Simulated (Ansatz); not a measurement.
Band-structure calculation of AlN

The run: band-structure calculation of AlN (4 atoms in the cell). Method and program: DFT, r2SCAN, plane waves, PAW, no spin polarisation (Ansatz 0.2.0).

The structure was built on a prototype by a generator. The geometry comes from this level: r2SCAN (a point of a series of strains). It belongs to a series of runs on one base structure; here: hydrostatic strain -0.8%. Figures and captions count atoms from 1; the log counts them from 0 in places.

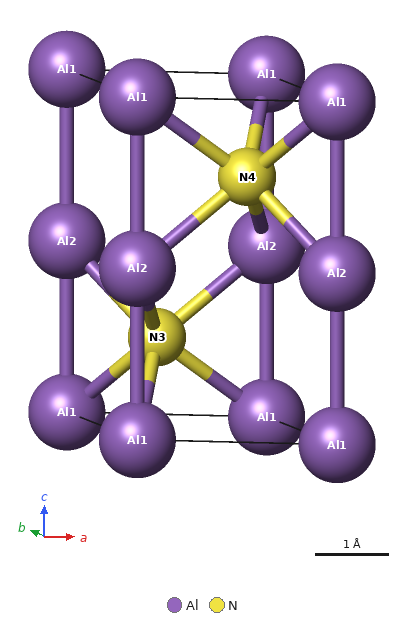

*The structure as given in the input (ball-and-stick view of the cell of the calculation, seen slightly off an axis; atoms are numbered from 1 in the order of the input).*

Near neighbours in the crystal (not all of them lie inside the picture): Al has 2 Al at 2.40 Å and 6 N at 2.02 Å; N has 6 Al at 2.02 Å.

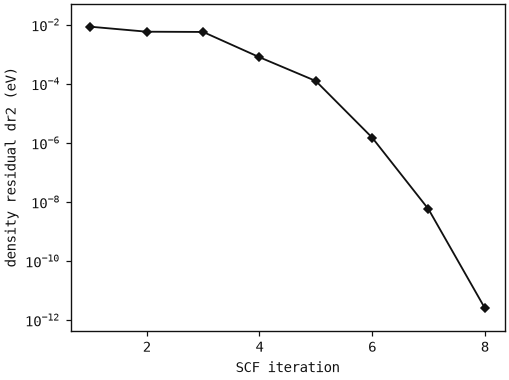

*Convergence of the self-consistent field: density residual dr2 against the SCF iteration.*

The residual falls at every step.

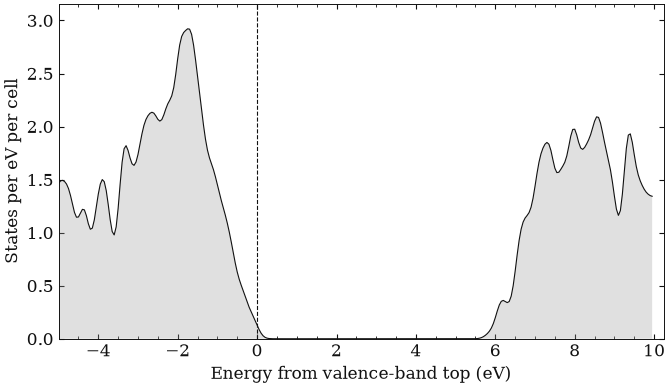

*Density of states (the curve is built from the levels of the k mesh with Gaussians 0.3 eV wide, which also blur the band edges), with energies from the valence-band top.*

There is a gap of 5.87 eV on the k-point mesh. Small ripples come from the finite k-point mesh.

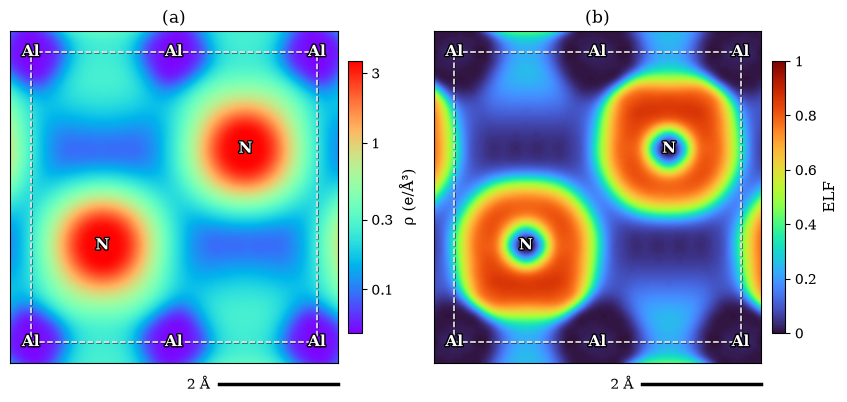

*(a) valence charge density (pseudo); (b) ELF on the (110) plane of the conventional cell.*

Atoms in the plane: Al and N. Al–N (2.02 Å): ρ at the midpoint is about 0.55 e/Å³; the ELF is about 0.80 at the midpoint. Al–Al (2.40 Å): the density is about 0.25 e/Å³ at the midpoint; the ELF is about 0.25 at the midpoint. Away from the nuclei the density in this plane falls to 0.09 e/Å³ at its lowest. The fields are those of the smooth PAW valence density.

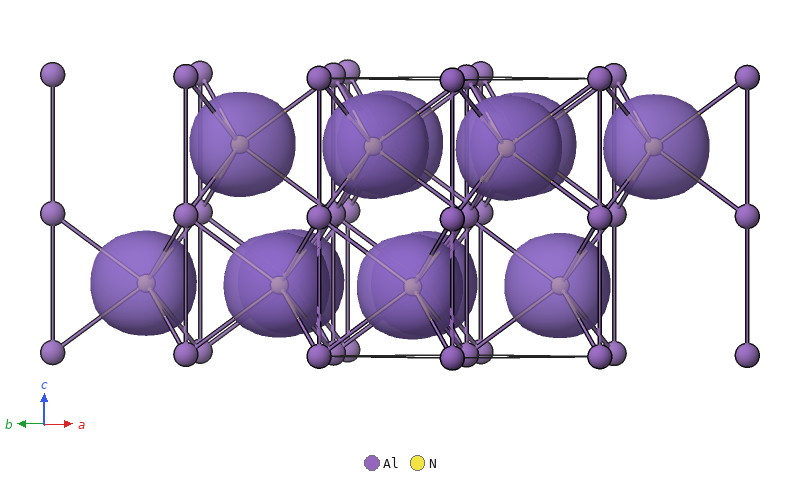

*Isosurface of the valence electron density at 0.6 e/Å³ (purple), seen at an oblique angle. Sticks mark near contacts. The outline is the cell set on symmetry axes.*

At this value the density breaks into separate islands; it holds about 60 % of the electrons treated as valence. It is pinched off along the Al–N (2.02 Å) and Al–Al (2.40 Å) contacts. On the grid the lowest density along these lines, outside the cores, is 0.46 e/Å³ (Al–N, 2.02 Å) and 0.23 e/Å³ (Al–Al, 2.40 Å).

The input and output of the run follow.

### The input
```yaml
crystal:
  lattice:
    - [2.8107568602, 0.0, 0.0]
    - [-1.4053784301, 2.4341868448, 0.0]
    - [0.0, 0.0, 4.8032509557]
  atoms:
    - { symbol: Al, position: [0.0, 0.0, 0.0] }
    - { symbol: Al, position: [0.0, 0.0, 0.5] }
    - { symbol: "N", position: [0.3333333333, 0.6666666667, 0.25] }
    - { symbol: "N", position: [0.6666666667, 0.3333333333, 0.75] }
kpoints:
  mp_grid: { grid: [12, 12, 6] }
  band_path:
    path:
      - [0.0, 0.0, 0.0]
      - [0.5, 0.0, 0.0]
      - [0.3333333333, 0.3333333333, 0.0]
      - [0.0, 0.0, 0.5]
      - [0.5, 0.0, 0.5]
      - [0.3333333333, 0.3333333333, 0.5]
      - [0.0, -0.5, 0.317708]
    npoints: 1
hamiltonian:
  xc: r2scan
scf:
  occupations: { method: fixed }
  n_extra_bands: 5
output:
  forces: true
  stress: true
  eigenvalues: true
  write_density: true
  write_potential: true
  elf: true
  volumetric_format: npy
```

Command:
```bash
ansatz run input.yaml --threads 4 --pin off --max-ram 3686MiB --backend cpu --events-out ev --progress --plain --runs-dir out
```

### Output
```
scf.n_extra_bands = 5 over 8 filled bands (N_el = 16.0): the run solves 13 bands
Engine: ansatz 0.2.0, aarch64-unknown-linux-gnu
Pseudopotentials: kind: paw
Pseudopotential: Al, paw, valence charge 3, recommended cutoff 500 eV (meta_gga), Al.paw.azcp
Pseudopotential: N, paw, valence charge 5, recommended cutoff 500 eV (meta_gga), N.paw.azcp
Functional definition: r2SCAN
  parameter k0 = 0.174
  parameter k1 = 0.065
  parameter a1 = 4.9479
  exchange = r2scan_x(k0 = k0, k1 = k1, a1 = a1)
  correlation = r2scan_c
Crystal: 4 atoms, lattice volume = 32.863 Å³
Basis set: ecut = 500 eV, 845 PW (Γ), exchange–correlation on 96×96×144 points (64 copies of the dense FFT grid, shifted against one another)
Bands: 13, of which v1, the nominal top of the filled ones, is band 8 counted from 1 (7 counted from 0)
Symmetry: 24 space group operations
Space group: P63/mmc (ITA 194), of the structure as read, at distance tolerance 3.2e-5 Å
k-points: 76 of 864
Non-local potential: Al, projectors of the file, l = 0: 2, l = 1: 2, l = 2: 1
Non-local potential: N, projectors of the file, l = 0: 2, l = 1: 2, l = 2: 1
PAW form: soft (Blöchl's): semilocal exchange-correlation on the pseudo side does not see the compensation charge
PAW frozen core: Al, regenerated for the run's functional (the file was generated under x = pbe(κ = 0.804, μ = 0.2195149727645171), c = pbe(β = 0.06672455060314922))
PAW frozen core: N, regenerated for the run's functional (the file was generated under x = pbe(κ = 0.804, μ = 0.2195149727645171), c = pbe(β = 0.06672455060314922))
PAW one-centre angular grid: Al, 302 points (default); XC on 160 Gauss nodes
PAW one-centre angular grid: N, 302 points (default); XC on 160 Gauss nodes
Initial density: superposition of atomic densities (neutral atoms: chi_scale 0, normalization atom), corrected by the library's trained network
Initial wavefunctions: pseudopotential atomic-orbital guess
Functional: x = r2scan, c = r2scan; τ floored in thin density (d = 2e-4 eV/Å³)
SCF iter   1: F=—  HF=-1855.350927 eV  |F-HF|=—  |Δ(HF+E_count)|=         —  Δρ=6.30e-3  dr2=8.62e-3  dr2_τ=3.22e-1  ethr=1.77e-3  ⟨swp⟩=5.1  Hψ=5397  notcnv=0  defer=213
preconditioner: auto → none  [insulator: Δε(μ)=5.720 eV  Ē_g=16.343 eV  n_scr=2 (ndim 8)  ℏωp=25.9 eV  f_vac=0.000  ε∞_Penn≈3.5]
SCF iter   2: F=—  HF=-1855.593000 eV  |F-HF|=—  |Δ(HF+E_count)|=   2.42e-1  Δρ=5.29e-3  dr2=5.84e-3  dr2_τ=1.28e-4  ethr=5.39e-5  ⟨swp⟩=3.0  Hψ=2520  notcnv=0  defer=226
SCF iter   3: F=—  HF=-1855.594483 eV  |F-HF|=—  |Δ(HF+E_count)|=   1.48e-3  Δρ=4.04e-3  dr2=5.73e-3  dr2_τ=4.60e-4  ethr=3.65e-5  ⟨swp⟩=2.8  Hψ=1777  notcnv=0  defer=225
SCF iter   4: F=—  HF=-1855.593610 eV  |F-HF|=—  |Δ(HF+E_count)|=   8.73e-4  Δρ=1.53e-3  dr2=7.98e-4  dr2_τ=1.09e-5  ethr=3.58e-5  ⟨swp⟩=3.0  Hψ=1636  notcnv=0  defer=224
SCF iter   5: F=—  HF=-1855.593564 eV  |F-HF|=—  |Δ(HF+E_count)|=   4.65e-5  Δρ=6.07e-4  dr2=1.25e-4  dr2_τ=3.00e-6  ethr=4.99e-6  ⟨swp⟩=3.0  Hψ=1584  notcnv=0  defer=221
SCF iter   6: F=—  HF=-1855.593552 eV  |F-HF|=—  |Δ(HF+E_count)|=   1.15e-5  Δρ=6.82e-5  dr2=1.51e-6  dr2_τ=2.03e-8  ethr=7.83e-7  ⟨swp⟩=2.2  Hψ=1399  notcnv=0  defer=129
SCF iter   7: F=—  HF=-1855.593550 eV  |F-HF|=—  |Δ(HF+E_count)|=   2.03e-6  Δρ=4.01e-6  dr2=5.67e-9  dr2_τ=9.65e-11  ethr=6.25e-10  ⟨swp⟩=11.4  Hψ=8994  notcnv=0
SCF iter   8: F=-1855.593550 eV  HF=-1855.593550 eV  |F-HF|=5.46e-12  |Δ(HF+E_count)|=  7.16e-10  Δρ=1.13e-7  dr2=2.53e-12  dr2_τ=5.19e-13  ethr=3.54e-11  ⟨swp⟩=5.0  Hψ=4982  notcnv=0
SCF 1 converged in 8 iterations: F = -1855.593550 eV  dr2 = 2.53e-12
  greatest PAW one-centre occupation: 0.792 electrons in one spin orbital (limit 2), on the N atom at site 3 (counted from 0), in its partial waves of l = 0
NSCF: frozen V_eff on 7 k-points
SCF converged after 8 iterations
Free energy (F): -1855.593550 eV
Harris-Foulkes:  -1855.593550 eV  (|F-HF|=5.46e-12)
Internal energy: -1855.593550 eV  (E = F + TS)
E sigma→0 (E₀):  -1855.593550 eV
Fermi energy:    11.199284 eV
--- Per-component energies (eV) ---
  E_band       = 69.723396
  E_kinetic    = 329.129023
  E_local      = -339.418259  (includes V_loc(G=0)·N_el)
  E_nonlocal   = 106.870507
  E_hartree    = 124.787087
  E_xc         = -200.717713
  E_vxc        = -242.671200  (∫ρ·V_xc dr)
  E_paw        = -1204.571311  (= ΣΔE_a)
  E_vpaw       = -46.697983  (= ΣTr[D̂ρ^β])
  E_aug_tail   = 0.000039  (compensation charges beyond the density's cutoff)
  E_vtau       = 12.937120  (kinetic-family band-sum trace: ∫τ·v_τ [+ j·A + Jᵃ·Aᵃ] dr)
  E_ewald      = -671.493578
  E_core_change = -0.179345  (= ΣΔE_core)
  E_smearing   = -0.000000  (= −TS)
  E_closure    = 0.000000  (closes the sum)
  Σ components = -1855.593550   (vs F -1855.593550, Δ=0.00e0)
--- Forces (eV/Å), atoms counted from 1 ---
  atom   1  Al    -0.00000000     0.00000000    -0.00000000
  atom   2  Al    -0.00000000    -0.00000000    -0.00000000
  atom   3  N     -0.00000000     0.00000000     0.00000000
  atom   4  N     -0.00000000    -0.00000000     0.00000000
  max |Σ_I F_I| component: 7.40e-17 eV/Å
--- Stress (GPa, compression-positive) ---
        6.149421       0.000000       0.000000
        0.000000       6.149421       0.000000
        0.000000       0.000000       7.236780
  P = ⅓ Tr σ = 6.5119 GPa (65.119 kbar)
--- Band table (eV; the first three rows and the last of 76) ---
  k-point 0: bands = ["-7.3862", "-4.4127", "2.3017", "10.2435", "10.2435", "10.6059", "11.1993", "11.1993", "17.4633", "18.4682", "20.8537", "24.8254", "24.8254"]
  k-point 1: bands = ["-7.2510", "-4.7396", "2.8605", "9.8250", "10.3037", "10.3037", "11.1314", "11.1314", "17.9513", "18.5314", "21.0147", "24.4903", "24.4903"]
  k-point 2: bands = ["-6.8552", "-5.4654", "4.2669", "8.0884", "10.4709", "10.4709", "10.9487", "10.9487", "18.6317", "18.6853", "21.6620", "23.9924", "24.1547"]
  k-point 75: bands = ["-3.2311", "-3.2311", "4.6275", "4.6275", "4.7993", "4.7993", "9.4301", "9.4301", "18.6062", "18.6062", "21.4389", "21.4389", "24.0588"]
```

### File bands.tsv
```
# k_distance	band_0	band_1	band_2	band_3	band_4	band_5	band_6	band_7	band_8	band_9	band_10	band_11	band_12
# fermi_ev = 11.199284
# lock_threshold_ev = 1e-6
# [0, 0, 0] at k_distance = 0.000000
# [0.5, 0, 0] at k_distance = 1.290613
# [0.3333333333, 0.3333333333, 0] at k_distance = 2.035748
# [0, 0, 0.5] at k_distance = 3.663230
# [0.5, 0, 0.5] at k_distance = 4.953843
# [0.3333333333, 0.3333333333, 0.5] at k_distance = 5.698979
# [0, -0.5, 0.317708] at k_distance = 8.396165
# levels_relative_to = fermi_ev
# free_energy_ev = -1855.593550
# largest_residual_norms_ev = 6.511e-4 8.726e-4 8.214e-4 4.736e-4 9.082e-4 5.852e-4 5.655e-4 1.066e-3 8.209e-4 8.229e-4 2.696e-3 1.647e-3 1.480e-3
0.000000	-18.585501	-15.612015	-8.897572	-0.955763	-0.955763	-0.593357	0.000000	0.000000	6.264005	7.268933	9.654378	13.626129	13.626129
1.290613	-15.268119	-14.493344	-7.885610	-6.511542	-5.277029	-3.181336	-2.709322	-1.217166	6.085544	7.407510	7.575179	11.946336	12.209067
2.035748	-14.486894	-14.486894	-7.472239	-5.147651	-5.147651	-4.949815	-4.001291	-4.001291	6.409301	11.073253	11.073253	11.253452	11.253452
3.663230	-17.432172	-17.432172	-5.087462	-5.087462	-0.493374	-0.493374	-0.493374	-0.493374	7.606882	7.606882	11.600687	11.600687	12.976691
4.953843	-14.835080	-14.835080	-8.091408	-8.091408	-2.843955	-2.843955	-2.040160	-2.040160	6.610373	6.610373	7.907157	7.907157	14.480042
5.698979	-14.430353	-14.430353	-6.571816	-6.571816	-6.399970	-6.399970	-1.769219	-1.769219	7.406872	7.406872	10.239601	10.239601	12.859478
8.396165	-15.064389	-14.631726	-8.243538	-7.516028	-3.886703	-2.497345	-2.417479	-1.618734	5.860220	6.868937	8.528053	8.853421	13.225616
```

### File rho_z.tsv
```
# z_ang	rho[e/angstrom^3]
# format = ansatz-planar-average/11
# lattice	2.810756860	0.000000000	0.000000000
# lattice	-1.405378430	2.434186845	0.000000000
# lattice	0.000000000	0.000000000	4.803250956
# sites	4
# site	13	0.000000000	0.000000000	0.000000000
# site	13	0.000000000	0.000000000	2.401625478
# site	7	0.000000000	1.622791230	1.200812739
# site	7	1.405378430	0.811395615	3.602438217
0.000000	1.856952e-1
0.133424	1.975887e-1
0.266847	2.336096e-1
0.400271	2.955660e-1
0.533695	3.853342e-1
0.667118	5.029162e-1
0.800542	6.381107e-1
0.933965	7.611715e-1
1.067389	8.409851e-1
1.200813	8.672896e-1
1.334236	8.409851e-1
1.467660	7.611715e-1
1.601084	6.381107e-1
1.734507	5.029162e-1
1.867931	3.853342e-1
2.001355	2.955660e-1
2.134778	2.336096e-1
2.268202	1.975887e-1
2.401625	1.856952e-1
2.535049	1.975887e-1
2.668473	2.336096e-1
2.801896	2.955660e-1
2.935320	3.853342e-1
3.068744	5.029162e-1
3.202167	6.381107e-1
3.335591	7.611715e-1
3.469015	8.409851e-1
3.602438	8.672896e-1
3.735862	8.409851e-1
3.869285	7.611715e-1
4.002709	6.381107e-1
4.136133	5.029162e-1
4.269556	3.853342e-1
4.402980	2.955660e-1
4.536404	2.336096e-1
4.669827	1.975887e-1
```

### File v_z.tsv
```
# z_ang	v_es[eV]	v_tot[eV]
# format = ansatz-planar-average/11
# xc	r2scan
# density_cutoff_ev	2000
# datasets	Al=:simpson_from_first_knot:soft:shift=0	N=:simpson_from_first_knot:soft:shift=0
# lattice	2.810756860	0.000000000	0.000000000
# lattice	-1.405378430	2.434186845	0.000000000
# lattice	0.000000000	0.000000000	4.803250956
# sites	4
# site	13	0.000000000	0.000000000	0.000000000
# site	13	0.000000000	0.000000000	2.401625478
# site	7	0.000000000	1.622791230	1.200812739
# site	7	1.405378430	0.811395615	3.602438217
0.000000	4.548287e0	-6.240451e0
0.133424	4.604846e0	-6.294671e0
0.266847	4.748248e0	-6.461736e0
0.400271	5.031735e0	-6.453023e0
0.533695	5.195707e0	-6.799375e0
0.667118	4.934780e0	-7.796466e0
0.800542	4.328248e0	-9.161183e0
0.933965	3.481012e0	-1.058259e1
1.067389	2.672777e0	-1.158586e1
1.200813	2.331000e0	-1.200577e1
1.334236	2.672777e0	-1.158586e1
1.467660	3.481012e0	-1.058259e1
1.601084	4.328248e0	-9.161183e0
1.734507	4.934780e0	-7.796466e0
1.867931	5.195707e0	-6.799375e0
2.001355	5.031735e0	-6.453023e0
2.134778	4.748248e0	-6.461736e0
2.268202	4.604846e0	-6.294671e0
2.401625	4.548287e0	-6.240451e0
2.535049	4.604846e0	-6.294671e0
2.668473	4.748248e0	-6.461736e0
2.801896	5.031735e0	-6.453023e0
2.935320	5.195707e0	-6.799375e0
3.068744	4.934780e0	-7.796466e0
3.202167	4.328248e0	-9.161183e0
3.335591	3.481012e0	-1.058259e1
3.469015	2.672777e0	-1.158586e1
3.602438	2.331000e0	-1.200577e1
3.735862	2.672777e0	-1.158586e1
3.869285	3.481012e0	-1.058259e1
4.002709	4.328248e0	-9.161183e0
4.136133	4.934780e0	-7.796466e0
4.269556	5.195707e0	-6.799375e0
4.402980	5.031735e0	-6.453023e0
4.536404	4.748248e0	-6.461736e0
4.669827	4.604846e0	-6.294671e0
```

### Key numbers

```csv
quantity,value
outcome,converged
space group (tolerance 0.01 Å),P6₃/mmc (194)
electrons treated,16
free energy,−1855.5936 eV
Fermi energy,11.199 eV
gap on the k-point mesh,5.87 eV
pressure,6.51 GPa
largest force (length of the vector),under 0.001 eV/Å
hardware,"4 threads of an Arm (aarch64) CPU, shared host"
wall time,3.8 s (CPU time 13 s)
peak memory,0.42 GiB
```

### Notes

The cell is under a pressure of 6.5 GPa at this level, so it is not at its equilibrium volume.
